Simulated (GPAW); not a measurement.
Consider Si (diamond-type (Si)1-x(Ge)x, x = 0, Fd-3m).

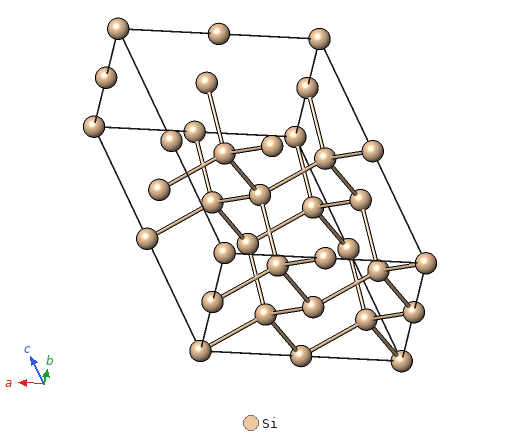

The structure (silicon light orange). Bonds to atoms that aren't drawn are left out. Some periodic images of atoms are drawn too.

```xyz
16
Lattice="0.0000 5.4310 5.4310 5.4310 0.0000 5.4310 5.4310 5.4310 0.0000" Properties=species:S:1:pos:R:3 pbc="T T T"
Si    0.0000    0.0000    0.0000
Si    1.3578    1.3578    1.3578
Si    2.7155    2.7155    0.0000
Si    4.0732    4.0732    1.3578
Si    2.7155    0.0000    2.7155
Si    4.0732    1.3578    4.0732
Si    5.4310    2.7155    2.7155
Si    6.7888    4.0732    4.0732
Si    0.0000    2.7155    2.7155
Si    1.3578    4.0732    4.0732
Si    2.7155    5.4310    2.7155
Si    4.0732    6.7888    4.0732
Si    8.1465    8.1465    5.4310
Si    4.0732    4.0732    6.7888
Si    5.4310    5.4310    5.4310
Si    6.7888    6.7888    6.7888
```

Absorber: atom 1, with 4 Si at 2.35 Å (tetrahedral). Method: GPAW, PBE, excited-electron core hole (neutral cell), 16-atom cell with 7.7 Å between holes, 4×4×4 k points, dipole transitions, Gaussian full width 0.9 eV up to 4 eV, rising linearly to 3.5 eV at 25 eV.

Predict the near-edge structure at the Si K edge.

Main maxima up to 24 eV above the zero (height): 1.7 eV (1.33), 3.6 eV (1.69), 7.0 eV (1.37), 9.7 eV (1.20), 13.1 eV (1.14) and 17.6 eV (0.90). A K edge sees empty p states on the absorber. The total-energy difference is 1851.57 eV. One term is added: -14.97 eV, since the hole is spin-paired here and a spin-polarised one costs that much less in the free atom (computed apart). The photon energy is then 1836.60 eV. The tabulated edge of the element is 1839 eV. The functional leaves an error of a few eV in such absolute values.

The Si K spectrum (energy from the bottom of the conduction band, which holds the excited electron; intensity scaled to a mean of 1 over the first 20 eV):

```
E (eV)  intensity
  -2.0       0.00
  -0.5       0.01
   1.0       0.92
   2.5       1.21
   4.0       1.58
   5.5       0.85
   7.0       1.37
   8.5       0.77
  10.0       1.15
  11.5       0.93
  13.0       1.14
  14.5       0.93
  16.0       0.76
  17.5       0.90
  19.0       0.79
  20.5       0.74
  22.0       0.64
  23.5       0.61
  25.0       0.79
```

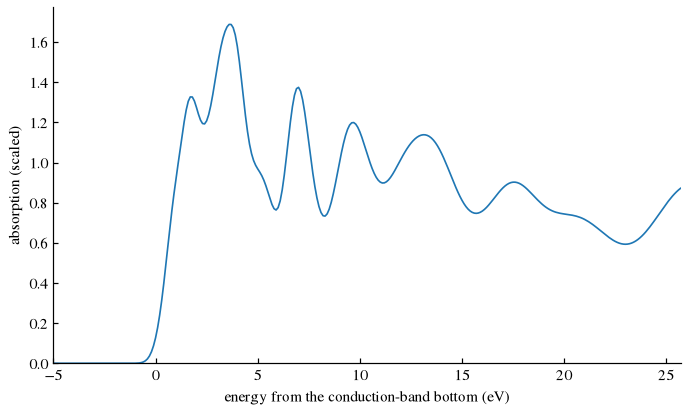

The Si K edge.

The mesh is coarse (0.25 Å⁻¹ between points), so small maxima may be mesh ripples.

[Banner, clock and machine lines of the logs are left out without a mark of their own.]

[Logs are printed without paths, hosts, clocks, repeated set-up lines and the standing remarks that a program may print on its own settings, such as how far it seeks lower states.]

[Hosts, paths, dates, database ids (printed as entryN), source tags and the programs' standing remarks are cut or masked in the printed files.]

[Lists of maxima count a maximum above −3 eV only where it reaches 4 % of the highest in the window and stands out from its surroundings by 2 % of it (1.5 % where it reaches 55 %); shoulders and weaker maxima are passed over, and of the rest the first, up to two pre-edge ones and the few strongest are named.]
